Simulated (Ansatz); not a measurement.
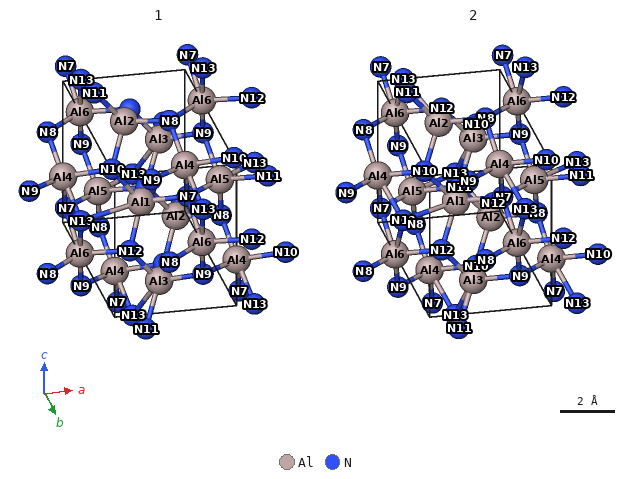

Two geometries of a defect cell of composition Al$_{6}$N$_{7}$, drawn at one scale. One is the start of a relaxation, the other its converged end. The picture is a ball-and-stick view of the cell of the calculation, seen from a free direction.

Level of theory: Ansatz, DFT PBE, scalar-relativistic, plane waves, PAW. (plane-wave cutoff 420 eV; k-point mesh 2 × 2 × 2; occupations gaussian; smearing width 0.01 eV; collinear spin; atoms relaxed in a fixed cell; force threshold 0.025 eV/Å; at most 45 steps)

Question: Which geometry has the lower energy?

Answer: Structure 1 is the relaxed one. Case: N interstitial, charge +0, atoms relaxed at the host's cell. The largest move is that of N13, 0.30 Å along −a. By element the largest moves are N 0.30 Å, Al 0.05 Å. The cell stays as it was. Some distances before and after: Al1–N13 2.323 → 2.504 Å, Al4–N13 2.090 → 1.913 Å, Al4–N10 1.915 → 2.015 Å, Al1–N7 1.915 → 1.864 Å. Bond angles that change, for instance: N12–Al6–N13 59.9° → 70.4°, N9–Al6–N13 168.1° → 177.6°, Al4–N13–Al5 97.0° → 106.2°. After 7 accepted moves (8 points after the start) the energy has fallen by 1.171 eV per cell of the calculation. Largest force component: 2.5 eV/Å at the start, 0.0015 eV/Å at the end. The line search rejected the trial step at point 6 of the run. The program noted that the starting moments weren't kept.

Limits of the set-up: the k-point mesh is coarse for a cell with partly filled bands; the periodic images lie only 5.0 Å apart, so the values are limited by the cell's size.
